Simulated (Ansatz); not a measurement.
**SiNi: density, localisation and related maps**

The calculation's input:

```
crystal:
  lattice:
    - [3.02662, 0.0, 0.0]
    - [0.0, 3.2735, 0.0]
    - [0.0, 0.0, 4.69776]
  atoms:
    - { symbol: Si, position: [0.5, 0.5, 0.8423] }
    - { symbol: Si, position: [0.0, 0.0, 0.1577] }
    - { symbol: Ni, position: [0.5, 0.5, 0.34422], spin: 1.2 }
    - { symbol: Ni, position: [0.0, 0.0, 0.65578], spin: 1.2 }
magnetization:
  spin_polarized: true
  initial_magnetization: 2.4
  spin_locking: { lock_magnetization: hard }
kpoints:
  mp_grid: { grid: [11, 10, 7] }
scf:
  occupations: { method: fermi_dirac, width: 0.08 }
  lower_state_search: "off"
hamiltonian:
  xc: pbe
  pseudopotentials: { kind: paw }
output:
  forces: true
  stress: true
  eigenvalues: true
  write_density: true
  write_potential: true
  elf: true
  volumetric_format: npy
```

Launched as:

```sh
ansatz run input.yaml --threads 2 --pin off --max-ram 6144MiB --backend cpu --events-out ev --progress --plain --runs-dir out
```

Below, planes, directions and counts refer to the conventional cell (a = 3.03 Å, b = 3.27 Å, c = 4.70 Å, α = 90.00°, β = 90.00°, γ = 90.00°).

Space group Pmmn; not relaxed (largest force 0.8 eV/Å); computed pressure about 11 GPa in this cell; spin-polarised.

Method: DFT, PBE, PAW with Ansatz's default frozen-core files, scalar-relativistic in Ansatz 0.2.0.

Core electrons are frozen (PAW), and the valence fields are smoothed inside the atomic spheres.

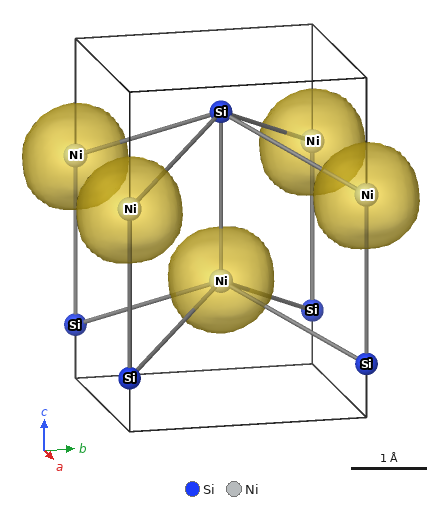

Figure 1. Isosurfaces of the magnetisation density (up minus down) at +0.08 (yellow) and −0.08 e/Å³ (cyan), seen slightly off an axis. Sticks mark near contacts.

> Describe the spin distribution.

The spin density sits on Ni: +0.8 μB (×2) in one cell of 4 atoms, with smaller moments on Si (up to +0.19 μB): parallel moments (a ferromagnetic arrangement) in this solution. The cell of the calculation (4 atoms) carries 2.4 μB of net spin moment. Only one sign reaches the isovalue.

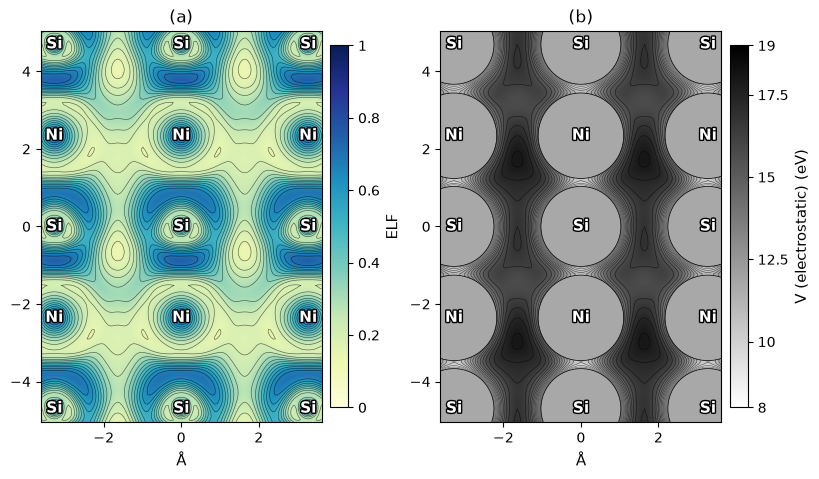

Figure 2. (a) electron localisation function; (b) electrostatic potential (local pseudopotential plus Hartree) felt by an electron on the (100) plane of the conventional cell. Grey discs cover the atomic cores in the potential map.

> What do the fields say about this system?

The plane passes through Si and Ni nuclei.
Si–Ni (2.34 Å): the ELF peaks at about 0.70 in the valence shell of Si, 0.9 Å from its nucleus, and is about 0.45 at the midpoint.
The features right at Ni lie inside the PAW spheres, where the map follows smoothed inner orbitals and isn't to be read closely.
Outside the cores the potential energy rises away from the atoms and is highest about 1.7 Å from the nearest atoms; its zero is arbitrary.

> Does the calculation give a band gap?

It is metallic or semimetallic at this level of theory: no gap opens.
